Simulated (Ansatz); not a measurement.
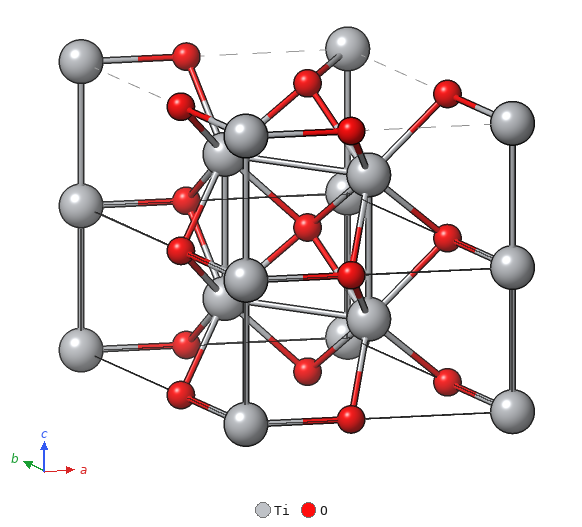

Crystal structure, ball-and-stick style, seen from a general direction. The structure is repeated 1×1×2 times; solid lines mark one conventional unit cell. Cell: a = 4.958 Å, b = 4.958 Å, c = 2.836 Å, α = 90.00°, β = 90.00°, γ = 120.00°.

Give a description of the structure.

- Chemical formula TiO.
- It is primitive hexagonal, space group P-62m (No. 189).
- Content of the cell: 3 Ti, 3 O (Z = 3).
- Around each O lie five Ti at about 2.0 to 2.1 Å. Ti takes two kinds of site: 2d with six O and five Ti (about 2.1 Å to O, 2.9 Å to Ti); 1a with three O and two Ti in a distorted trigonal bipyramidal arrangement (about 2.0 Å to O, 2.8 Å to Ti). Not all metal-metal contacts are counted.
- The bonds build a three-dimensional framework.

It goes back to a structure listed in the Materials Project. This is the structure after a relaxation with Ansatz, DFT PBEsol, scalar-relativistic, plane waves, PAW.
